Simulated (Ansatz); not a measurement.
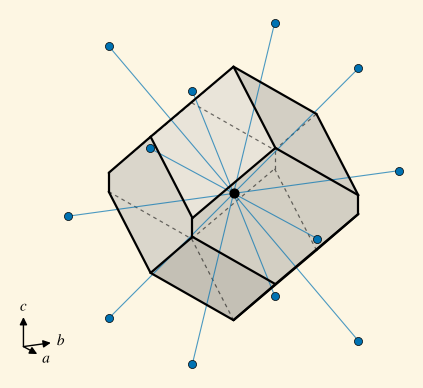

Crystal: ZrH, the input geometry of an electronic-structure calculation (not necessarily at equilibrium). The Wigner–Seitz cell of the crystal's lattice, with lines to the lattice points that define its faces. Symmetry computed with spglib at a tolerance of 0.002 Å; standard conventional cell.

a = 3.288 Å, b = 3.288 Å, c = 5.009 Å, α = 90.00°, β = 90.00°, γ = 90.00°; lattice centring I.

> Which of Fedorov's five parallelohedra is it?

An elongated dodecahedron: 12 faces (8 with 4 edges, 4 with 6 edges), 28 edges, 18 vertices. Its volume is that of the primitive cell, 27.1 Å³.

> Which lattice vectors do the faces bisect?

```json
{"example": "a", "length (Å)": "3.29", "faces": "4", "edges of each": "6", "area (Å²)": "4.7"}
{"example": "1/2 a + 1/2 b + 1/2 c", "length (Å)": "3.42", "faces": "8", "edges of each": "4", "area (Å²)": "3.7"}
```
